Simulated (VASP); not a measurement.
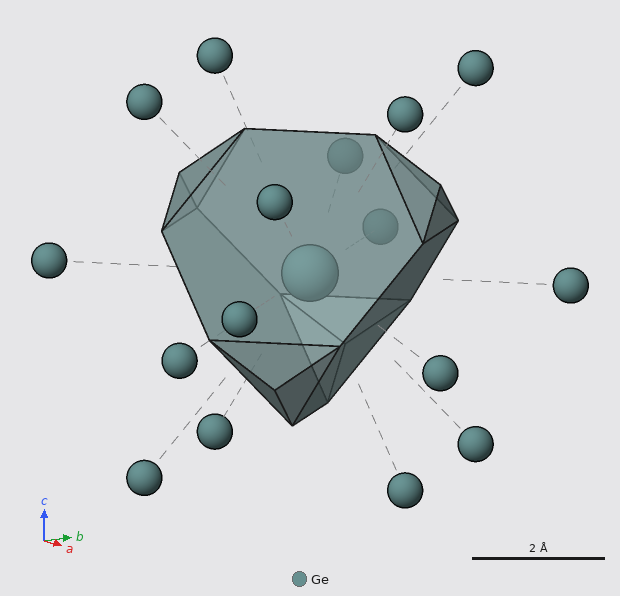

Voronoi–Dirichlet polyhedron, computed geometrically; every face belongs to one neighbour and no atomic radii are used. Central atom: Ge (8a) in Ge; faces take the colour of the neighbour behind them. Source: coordinates from a relaxation with VASP Kohn-Sham DFT of a periodic cell, revPBE, VASP PAW PBE potentials, recommended in VASP.

Ge, space group Fd-3m:1 (No. 227), a = 5.799 Å, b = 5.799 Å, c = 5.799 Å, α = 90.00°, β = 90.00°, γ = 90.00°

| site | Wyckoff | x | y | z |
| --- | --- | --- | --- | --- |
| Ge | 8a | 0.2500 | 0.2500 | 0.2500 |

### What is the volume of this Voronoi cell?

24.4 Å³, equal to the mean volume per atom.

### Which neighbours share a face with the central atom?

16 Ge (100 % of the solid angle).

### Give the Voronoi index ⟨n3,n4,n5,n6,…⟩ (numbers of faces with 3, 4, 5, 6 … edges).

16 faces, index ⟨12,0,0,4⟩: a triakis truncated tetrahedron, as in the diamond structure.
